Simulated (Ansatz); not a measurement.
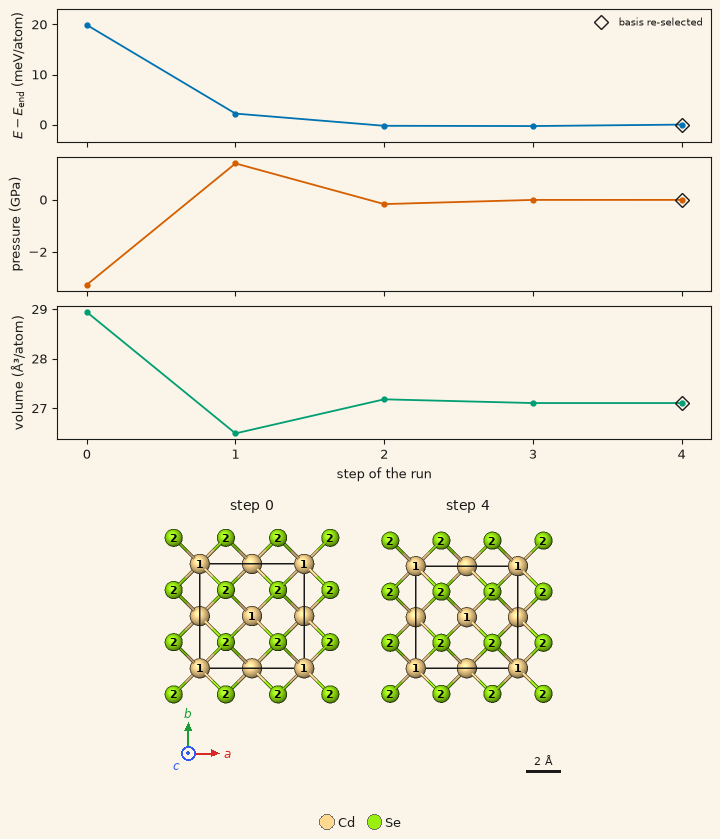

First and last geometry of a relaxation of crystalline CdSe (set up in F-43m), with the history of the run. A ball-and-stick model of the conventional cell (4 times the calculation's cell), seen along the c axis. Lengths and directions refer to the drawn axes.

The run lets cell and atoms move.

Computed with Ansatz 0.2.0, Kohn-Sham DFT of a periodic cell, LDA, Ansatz PAW.

The input:
```yaml
crystal:
  lattice:
    - [0.0, 3.0702711986, 3.0702711986]
    - [3.0702711986, 0.0, 3.0702711986]
    - [3.0702711986, 3.0702711986, 0.0]
  atoms:
    - { symbol: Cd, position: [0.0, 0.0, 0.0] }
    - { symbol: Se, position: [0.25, 0.25, 0.25] }
hamiltonian:
  xc: lda
  pseudopotentials: { kind: paw }
kpoints:
  mp_grid: { grid: [8, 8, 8] }
scf:
  occupations: { method: fermi_dirac, width: 0.05 }
output:
  forces: true
  stress: true
relax:
  f_tol: 0.01
  max_steps: 40
  cell: { stress_tol: 0.05 }
```

Command:
```bash
ansatz run input.yaml --threads 2 --pin off --max-ram 5120MiB --backend cpu --events-out ev --progress --plain --runs-dir out
```

Question: Did the run converge, and what did it change?

Answer: It converged. The atoms keep their places relative to the cell (all moves are under 0.005 Å). The volume changes by −6.3 %, with a = b = c 6.141 → 6.008 Å (−2.2 %). Near-neighbour distances that change, for instance: Cd1–Se2 2.659 → 2.601 Å. The space group stays F-43m (No. 216). After 3 accepted moves (4 points after the start) the energy has fallen by 19.9 meV per atom. All forces vanish by symmetry, so only the cell relaxes. The pressure goes from −3.26 to −0.01 GPa. The SCF was repeated once at an unchanged geometry on a basis and grid sized afresh for the cell, which shifted the energy by 0.3 meV per atom at most. The run took 6.3 s on 2 threads of Arm Neoverse V1, with other jobs on the host, peak memory 0.34 GiB.

```json
{"step": "0", "E − E(0), meV/atom": "0.00", "pressure, GPa": "-3.26", "volume, Å³/atom": "28.942", "note": ""}
{"step": "1", "E − E(0), meV/atom": "-17.71", "pressure, GPa": "1.39", "volume, Å³/atom": "26.494", "note": ""}
{"step": "2", "E − E(0), meV/atom": "-20.15", "pressure, GPa": "-0.17", "volume, Å³/atom": "27.181", "note": ""}
{"step": "3", "E − E(0), meV/atom": "-20.20", "pressure, GPa": "-0.01", "volume, Å³/atom": "27.106", "note": ""}
{"step": "4", "E − E(0), meV/atom": "-19.91", "pressure, GPa": "-0.01", "volume, Å³/atom": "27.106", "note": "same geometry, new basis"}
```
